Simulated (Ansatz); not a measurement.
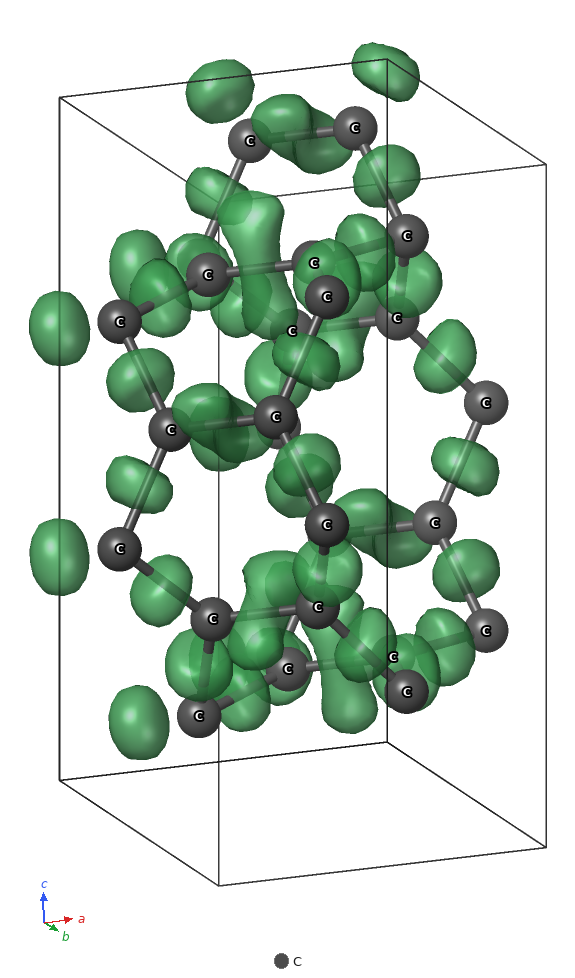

C. Isosurface of the electron localisation function at 0.8 (green), seen at an oblique angle. Core shells and regions of very low density are left out. Sticks mark near contacts.

Space group Amm2; not relaxed (largest force 1.7 eV/Å).

The calculation used DFT LDA, scalar-relativistic, plane waves, PAW (Ansatz).

In a PAW calculation such maps are meaningful between the atoms, not at the nuclei.

Question: Identify the bonds, lone pairs and shells in this picture.

Answer: The ELF exceeds this value in 34 regions between bonded C–C atoms, counted in one cell of 20 atoms. Regions shared between cells count once.

Values along the shortest contacts:
C–C (1.33 Å): the ELF peaks at about 0.90 between the atoms. C–C (1.52 Å): the ELF peaks at about 0.95 between the atoms.
